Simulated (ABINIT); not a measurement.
# Positron calculation, with input and output: Pb (part 1 of 2)

Pb (Fm-3m, 1 atom in the cell), computed with Kohn-Sham DFT of a periodic cell, LDA, JTH PAW LDA v2.0, no spin polarisation (ABINIT 10.8.3).

The structure derives from an entry of the Crystallography Open Database.

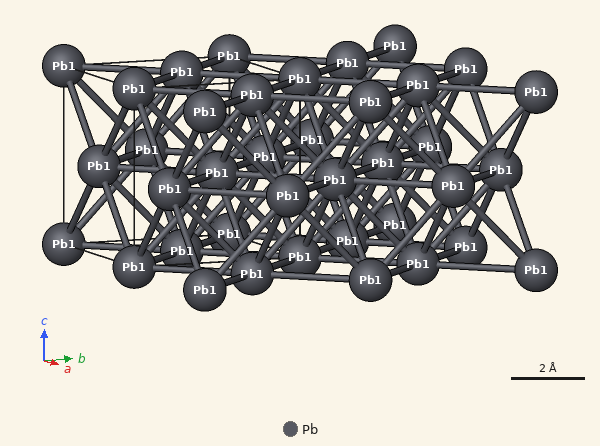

Figure 1. The structure (ball-and-stick view of the cell 4 times as large as that of the calculation, set on its symmetry axes, repeated 2 × 2 × 1, seen slightly off an axis; atoms are numbered from 1 in the order of the input). Near neighbours in the crystal (not all of them lie inside the picture): Pb has 12 Pb at 3.50 Å.

The input:
```
# Datasets
ndtset 2

# Pseudopotentials
pp_dirpath "./"
pseudos "Pb.LDA_PW-JTH.xml"

# Structure
acell 3.5002068511 3.5002068511 3.5002068511 Angstrom
rprim
     0.0000000000     0.7071067812     0.7071067812
     0.7071067812     0.0000000000     0.7071067812
     0.7071067812     0.7071067812     0.0000000000
ntypat 1
znucl 82
natom 1
typat 1
xred
            0.0            0.0            0.0

# Plane-wave basis
ecut 326.536635 eV
pawecutdg 24.0

# Exchange and correlation
ixc 7

# SCF cycle
nstep 80

# Output
iomode 3
prteig 0
prtebands 0
prtwf 0

# Dataset 1: electrons
kptopt1 1
ngkpt1 6 6 6
nshiftk1 1
shiftk1 0.0 0.0 0.0
nband1 11
occopt1 3
tsmear1 0.1 eV
tolvrs1 1.0e-10
prtden1 1

# Dataset 2: positron in the electrons' density
positron2 1
ixcpositron2 31
getden2 1
kptopt2 0
nkpt2 1
kpt2 0.0 0.0 0.0
nband2 1
occopt2 2
occ2 1.0
posocc2 1.0
toldfe2 1.0e-9
optforces2 0
optstress2 0
prtden2 0
```

Machine: 1 thread of Arm Neoverse V1, 24 GiB of memory available, shared host.

Run as:
```bash
abinit run.abi > log 2>&1
```

The program's output:
```
.Version 10.8.3 of ABINIT
 DATASET    1 : space group Fm -3 m (#225); Bravais cF (face-center cubic)
================================================================================
 Values of the parameters that define the memory need for DATASET  1.
     intxc =       0    ionmov =       0      iscf =      17    lmnmax =      18
     lnmax =       6     mgfft =      24  mpssoang =       3    mqgrid =    3001
     natom =       1  nloc_mem =       2    nspden =       1   nspinor =       1
    nsppol =       1      nsym =      48    n1xccc =       1    ntypat =       1
    occopt =       3   xclevel =       1
       mpw =         419          nfft =       13824          nkpt =          16
 PAW method is used; the additional fine FFT grid is defined by:
   mgfftf=        30    nfftf =     27000
================================================================================
================================================================================

 DATASET    2 : space group Fm -3 m (#225); Bravais cF (face-center cubic)
================================================================================
 Values of the parameters that define the memory need for DATASET  2.
     intxc =       0    ionmov =       0      iscf =      17    lmnmax =      18
     lnmax =       6     mgfft =      24  mpssoang =       3    mqgrid =    3001
     natom =       1  nloc_mem =       2    nspden =       1   nspinor =       1
    nsppol =       1      nsym =      48    n1xccc =       1    ntypat =       1
    occopt =       2   xclevel =       1
       mpw =         206          nfft =       13824          nkpt =           1
 PAW method is used; the additional fine FFT grid is defined by:
   mgfftf=        30    nfftf =     27000
================================================================================
================================================================================

--------------------------------------------------------------------------------
------------- Echo of variables that govern the present computation ------------
--------------------------------------------------------------------------------
 -outvars: echo values of preprocessed input variables --------
            acell      6.6144323326E+00  6.6144323326E+00  6.6144323326E+00 Bohr
              amu      2.07200000E+02
             ecut      1.20000000E+01 Hartree
           getden1          0
           getden2          1
              ixc           7
      ixcpositron1          1
      ixcpositron2         31
           jdtset        1    2
           kptopt1          1
           kptopt2          0
         kptrlatt        6    0    0      0    6    0      0    0    6
          kptrlen1     3.96865940E+01
          kptrlen2     3.00000000E+01
            natom           1
            nband1         11
            nband2          1
           ndtset           2
            ngfft          24      24      24
          ngfftdg          30      30      30
             nkpt1         16
             nkpt2          1
            nstep          80
             nsym          48
           ntypat           1
           occopt1          3
           occopt2          2
        optforces1          2
        optforces2          0
        optstress1          1
        optstress2          0
        pawecutdg      2.40000000E+01 Hartree
         positron1          0
         positron2          1
           prtden1          1
           prtden2          0
        prtebands           0
           prteig           0
            prtwf           0
            rprim      0.0000000000E+00  7.0710678120E-01  7.0710678120E-01
                       7.0710678120E-01  0.0000000000E+00  7.0710678120E-01
                       7.0710678120E-01  7.0710678120E-01  0.0000000000E+00
           shiftk1     0.00000000E+00  0.00000000E+00  0.00000000E+00
           shiftk2     5.00000000E-01  5.00000000E-01  5.00000000E-01
          spgroup         225
           toldfe1     0.00000000E+00 Hartree
           toldfe2     1.00000000E-09 Hartree
           tolvrs1     1.00000000E-10
           tolvrs2     0.00000000E+00
           tsmear1     3.67493222E-03 Hartree
           tsmear2     1.00000000E-02 Hartree
            typat      1
           useylm           1
            znucl       82.00000

================================================================================

 chkinp: Checking input parameters for consistency, jdtset=   1.

 chkinp: Checking input parameters for consistency, jdtset=   2.

================================================================================
== DATASET  1 ==================================================================

--- !DatasetInfo
iteration_state: {dtset: 1, }
dimensions: {natom: 1, nkpt: 16, mband: 11, nsppol: 1, nspinor: 1, nspden: 1, mpw: 419, }
cutoff_energies: {ecut:  12.0, pawecutdg:  24.0, }
electrons: {nelect:   1.40000000E+01, charge:   0.00000000E+00, occopt:   3.00000000E+00, tsmear:   3.67493222E-03, }
meta: {optdriver: 0, ionmov: 0, optcell: 0, iscf: 17, paral_kgb: 0, }
...

 Exchange-correlation functional for the present dataset will be:
  LDA: Perdew-Wang 92 LSD fit to Ceperley-Alder data - ixc=7
  J.P.Perdew and Y.Wang, PRB 45, 13244 (1992)

 Real(R)+Recip(G) space primitive vectors, cartesian coordinates (Bohr,Bohr^-1):
 R(1)=  0.0000000  4.6771100  4.6771100  G(1)= -0.1069036  0.1069036  0.1069036
 R(2)=  4.6771100  0.0000000  4.6771100  G(2)=  0.1069036 -0.1069036  0.1069036
 R(3)=  4.6771100  4.6771100  0.0000000  G(3)=  0.1069036  0.1069036 -0.1069036
 Unit cell volume ucvol=  2.0462691E+02 bohr^3
 Angles (23,13,12)=  6.00000000E+01  6.00000000E+01  6.00000000E+01 degrees

 Coarse grid specifications (used for wave-functions):

 getcut: wavevector=  0.0000  0.0000  0.0000  ngfft=  24  24  24
         ecut(hartree)=     12.000   => boxcut(ratio)=   2.32682

 getcut : COMMENT -
  Note that boxcut > 2.2 ; recall that boxcut=Gcut(box)/Gcut(sphere) = 2
  is sufficient for exact treatment of convolution.
  Such a large boxcut is a waste : you could raise ecut
  e.g. ecut=   16.242283 Hartrees makes boxcut=2

 Fine grid specifications (used for densities):

 getcut: wavevector=  0.0000  0.0000  0.0000  ngfft=  30  30  30
         ecut(hartree)=     24.000   => boxcut(ratio)=   2.05892

--- Pseudopotential description ------------------------------------------------
- pspini: atom type   1  psp file is ./Pb.LDA_PW-JTH.xml
 Pseudopotential format is: paw10
 basis_size (lnmax)=  6 (lmn_size= 18), orbitals=   0   0   1   1   2   2
 Spheres core radius: rc_sph= 2.40264019
 Shapefunction is BESSEL type: shapef(r,l)=aa(1,l)*jl(q(1,l)*r)+aa(2,l)*jl(q(2,l)*r)
 Radius for shape functions =  2.00872932
 Compensation charge density is not taken into account in XC energy/potential

   3.08399934E+02                                ecore*ucvol(ha*bohr**3)
--------------------------------------------------------------------------------

================================================================================

--- !BeginCycle
iteration_state: {dtset: 1, }
solver: {iscf: 17, nstep: 80, nline: 4, wfoptalg: 10, }
tolerances: {tolvrs: 1.00E-10, }
...

     iter   Etot(hartree)      deltaE(h)  residm     nres2
 ETOT  1  -61.037884027824    -6.104E+01 1.374E+00 2.710E-01
 ETOT  2  -61.389668843882    -3.518E-01 1.322E-01 9.436E-02
 ETOT  3  -61.389530729144     1.381E-04 4.103E-02 1.887E-02
 ETOT  4  -61.389534690791    -3.962E-06 2.810E-02 4.448E-03
 ETOT  5  -61.389516384510     1.831E-05 4.831E-03 4.404E-05
 ETOT  6  -61.389517122999    -7.385E-07 1.957E-03 3.813E-05
 ETOT  7  -61.389517077487     4.551E-08 1.594E-03 2.947E-06
 ETOT  8  -61.389517121951    -4.446E-08 2.588E-04 3.533E-07
 ETOT  9  -61.389517126650    -4.699E-09 2.137E-04 1.341E-08
 ETOT 10  -61.389517127203    -5.528E-10 4.626E-05 3.833E-09
 ETOT 11  -61.389517127179     2.392E-11 1.835E-05 1.400E-10
 ETOT 12  -61.389517127188    -9.038E-12 4.779E-06 1.164E-11

 At SCF step   12       nres2   =  1.16E-11 < tolvrs=  1.00E-10 =>converged.

 Cartesian components of stress tensor (hartree/bohr^3)
  sigma(1 1)=  9.94159963E-05  sigma(3 2)=  0.00000000E+00
  sigma(2 2)=  9.94159963E-05  sigma(3 1)=  0.00000000E+00
  sigma(3 3)=  9.94159963E-05  sigma(2 1)=  0.00000000E+00

--- !ResultsGS
iteration_state: {dtset: 1, }
comment   : Summary of ground state results
lattice_vectors:
- [  0.0000000,   4.6771100,   4.6771100, ]
- [  4.6771100,   0.0000000,   4.6771100, ]
- [  4.6771100,   4.6771100,   0.0000000, ]
lattice_lengths: [   6.61443,    6.61443,    6.61443, ]
lattice_angles: [ 60.000,  60.000,  60.000, ] # degrees, (23, 13, 12)
lattice_volume:   2.0462691E+02
convergence: {deltae: -9.038E-12, res2:  1.164E-11, residm:  4.779E-06, diffor: null, }
etotal    :  -6.13895171E+01
entropy   :   0.00000000E+00
fermie    :   2.68509773E-01
cartesian_stress_tensor: # hartree/bohr^3
- [  9.94159963E-05,   0.00000000E+00,   0.00000000E+00, ]
- [  0.00000000E+00,   9.94159963E-05,   0.00000000E+00, ]
- [  0.00000000E+00,   0.00000000E+00,   9.94159963E-05, ]
pressure_GPa:  -2.9249E+00
xred      :
- [  0.0000E+00,   0.0000E+00,   0.0000E+00, Pb]
cartesian_forces: # hartree/bohr
- [ -0.00000000E+00,  -0.00000000E+00,  -0.00000000E+00, ]
force_length_stats: {min:   0.00000000E+00, max:   0.00000000E+00, mean:   0.00000000E+00, }
...

 Integrated electronic density in atomic spheres:
 ------------------------------------------------
 Atom  Sphere_radius  Integrated_density
    1        2.40264         11.40997223

================================================================================

 ----iterations are completed or convergence reached----

 Mean square residual over all n,k,spin=   50.343E-09; max=  47.786E-07
 reduced coordinates (array xred) for    1 atoms
       0.000000000000      0.000000000000      0.000000000000
 rms dE/dt=  0.0000E+00; max dE/dt=  0.0000E+00; dE/dt below (all hartree)
    1       0.000000000000      0.000000000000      0.000000000000

 cartesian coordinates (angstrom) at end:
    1      0.00000000000000     0.00000000000000     0.00000000000000

 cartesian forces (hartree/bohr) at end:
    1     -0.00000000000000    -0.00000000000000    -0.00000000000000
 frms,max,avg= 0.0000000E+00 0.0000000E+00   0.000E+00  0.000E+00  0.000E+00 h/b
```
